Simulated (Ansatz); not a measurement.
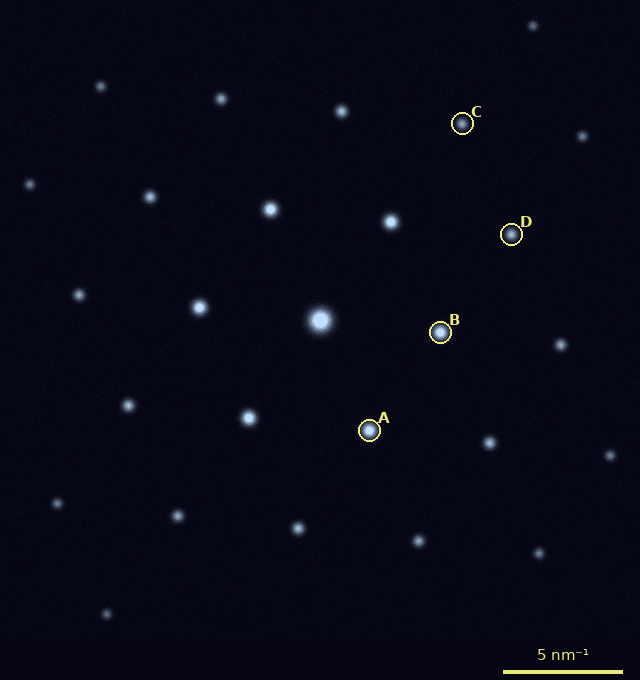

The pattern is a kinematic simulation for 80 kV electrons (no multiple scattering; isotropic B = 0.3 Å²). The zone axis points towards the electron source and the pattern is seen from the source side.

Ru, space group Fd-3m (No. 227), a = 5.538 Å. Structure: coordinates from a relaxation with Ansatz, DFT, BLYP, plane waves (420 eV) with PAW, scalar-relativistic; the starting structure was generated, so it need not be a known form of this composition.

Spot A is indexed -2 0 2 and spot B 0 -2 2.

### What are the indices of the remaining marked spots?

C = −2A + 2B = 4 -4 0 (d = 0.979 Å). D = −A + 2B = 2 -4 2 (d = 1.130 Å).

### Which zone axis is this?

The cross product of A and B is parallel to [111]; every spot obeys hu + kv + lw = 0.

### What are the spacings of A and B and the angle between them?

d(A) = 1.958 Å, d(B) = 1.958 Å, and the angle is 60.0°.
